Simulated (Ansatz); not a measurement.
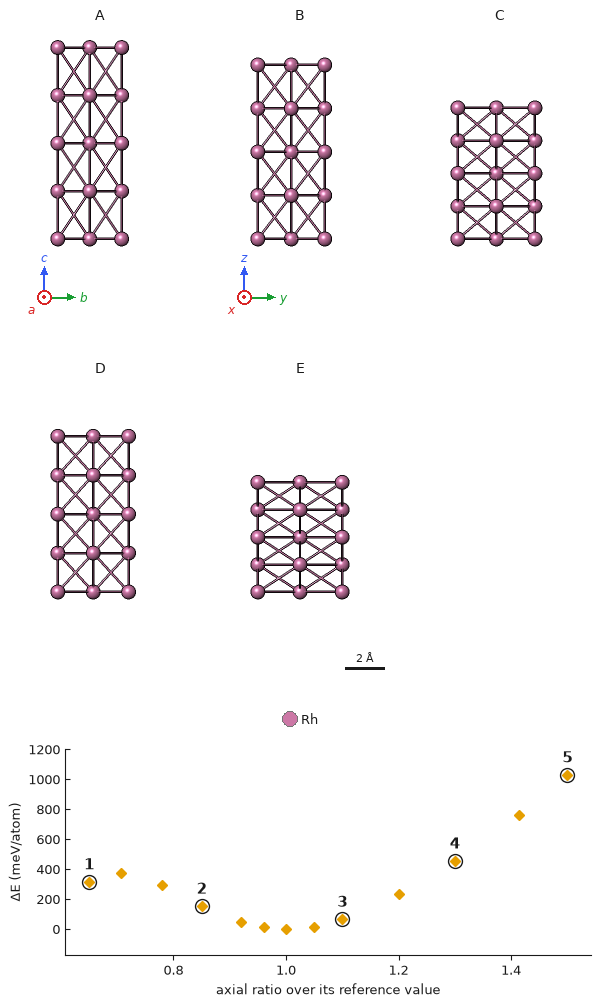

Energy scan for a crystal of Rh (Fm-3m), in which the ratio of the cell's length along z to its lengths across, counted as 1 for the reference, is changed at fixed volume (a tetragonal or Bain path), with the atoms kept at their fractional coordinates. x, y and z are the Cartesian axes of the input. The frames are shuffled; the numbered points of the plot belong to them. Style: ball-and-stick. Shown: the conventional cell (4 times the calculation's cell), repeated 2 × 1 × 2 with one cell outlined, along the a axis. Lengths and directions refer to the drawn axes.

Computed with DFT PBE, scalar-relativistic, plane waves, PAW (Ansatz 0.2.0). Settings: plane-wave cutoff 420 eV; k-point mesh 24 × 24 × 24; occupations gaussian; smearing width 0.15 eV; no spin polarisation. Energies (free energies at the smearing named) are counted from the cell as listed in its source, which wasn't relaxed.

> Which frame belongs to which numbered point?

Point 1 is frame E (the relative ratio 0.65, 317 meV/atom); 2 is frame C (the relative ratio 0.85, 155 meV/atom); 3 is frame D (the relative ratio 1.10, 67 meV/atom); 4 is frame B (the relative ratio 1.30, 456 meV/atom); 5 is frame A (the relative ratio 1.50, 1031 meV/atom). The lowest computed point lies at the relative ratio 1.00 (0 meV/atom). A local maximum lies at 0.707 (373 meV/atom). The end points stand at 317 meV/atom (0.65) and 1031 meV/atom (1.50). The unrelaxed reference is under a pressure of 5.8 GPa. The distortion takes the space group from Fm-3m to I4/mmm, except for Im-3m at 0.707. At the relative ratio 1.50 the cell of the drawing goes a 3.803 → 3.322 Å, b 3.803 → 3.322 Å, c 3.803 → 4.983 Å.
